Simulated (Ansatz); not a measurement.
## Electronic structure of ZrS₂ (slab) in real space

```xyz
18
Lattice="3.6274 0.0000 0.0000 0.0000 8.6057 0.0000 0.0000 0.0000 26.4742" Properties=species:S:1:pos:R:3 pbc="T T T"
S     1.8137    1.6760    5.8826
Zr    1.8137    2.4493    8.0045
S     1.8137    4.9039    8.1856
S     0.0000    2.0788    9.6178
Zr    0.0000    4.7325   10.0229
S     0.0000    7.1885   10.3758
S     1.8137    4.3779   11.7569
Zr    1.8137    6.9100   12.1866
S     1.8137    0.8214   12.5231
S     0.0000    6.6275   13.9511
Zr    0.0000    0.5388   14.2876
S     0.0000    3.0708   14.7175
S     1.8137    0.2601   16.0982
Zr    1.8137    2.7159   16.4513
S     1.8137    5.3698   16.8561
S     0.0000    2.5448   18.2886
Zr    0.0000    4.9994   18.4695
S     0.0000    5.7727   20.5914
```

These are results of DFT PBEsol, scalar-relativistic, plane waves, PAW (Ansatz 0.2.0), not measurements.

Core electrons are frozen (PAW), and the valence fields are smoothed inside the atomic spheres.

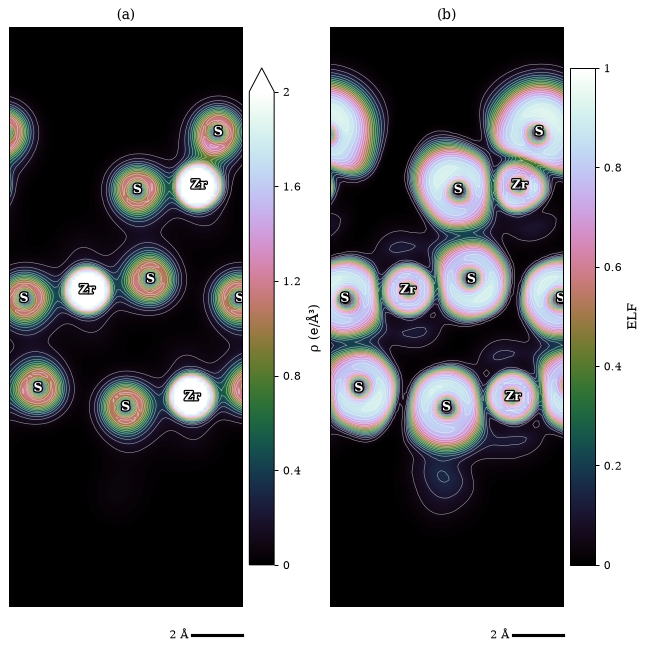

Figure 1. (a) valence pseudo-density; (b) electron localisation function on the (100) plane of the calculation cell, a cut from vacuum to vacuum.

Question: What does the map show?

Answer: The section cuts through S and Zr sites.
Zr–S (2.26 Å): ρ at the midpoint is about 0.81 e/Å³; the ELF peaks at about 0.85 in the valence shell of S, 0.8 Å from its nucleus, and is about 0.45 at the midpoint.
Zr–S (2.46 Å): the density is about 0.52 e/Å³ at the midpoint; the ELF peaks at about 0.85 in the valence shell of S, 0.8 Å from its nucleus, and is about 0.40 at the midpoint.
Zr–S (2.54 Å): ρ is about 0.45 e/Å³ halfway; the ELF peaks at about 0.85 in the valence shell of S, 0.9 Å from its nucleus, and is about 0.40 at the midpoint.
Zr–S (2.57 Å): ρ at the midpoint is about 0.43 e/Å³; the ELF peaks at about 0.85 in the valence shell of S, 0.9 Å from its nucleus, and is about 0.40 at the midpoint.
The density dies away to nearly zero in the vacuum.
The features right at Zr lie inside the PAW spheres, where the map follows smoothed inner orbitals and isn't to be read closely.

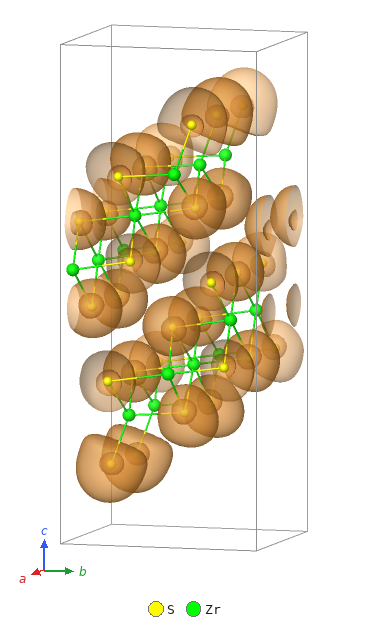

Figure 2. Isosurface of the electron localisation function at 0.7 (orange), seen slightly off an axis. Only the valence region is drawn (cores and ρ < 0.01 e/Å³ removed). Sticks mark near contacts.

Question: Where are the electrons localised?

Answer: The surface consists of twelve regions wrapped around S (the valence shell of each), counted in one cell of 18 atoms. Counts are for one cell; the picture repeats the cell along the surface.

Question: Does the calculation give a band gap?

Answer: It is gapless in this calculation (a metal or semimetal).
